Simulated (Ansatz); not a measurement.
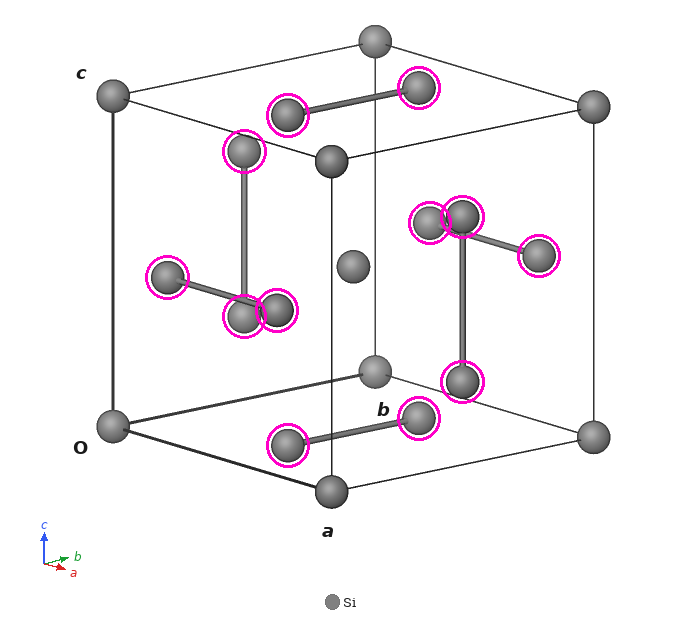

Crystal: Si, the input geometry of an electronic-structure calculation (not necessarily at equilibrium); the starting structure was generated, so it need not be a known form of this composition. One unit cell; the ringed atoms, with their copies on corners, edges and faces, form one crystallographic orbit. All values are computed from the atomic coordinates in the standard setting (tolerance 0.002 Å).

a = 5.130 Å, b = 5.130 Å, c = 5.130 Å, α = 90.00°, β = 90.00°, γ = 90.00°; space group No. 223, Pm-3n.

> Which Wyckoff position do the ringed atoms fill?

Si on 6c, site symmetry -4m.2: 48 operations a cell over 8 that keep the site give 6 atoms, with 0 free parameters.

> List their coordinates.

(1/4, 0, 1/2); (3/4, 0, 1/2); (1/2, 1/4, 0); (1/2, 3/4, 0); (0, 1/2, 1/4); (0, 1/2, 3/4).
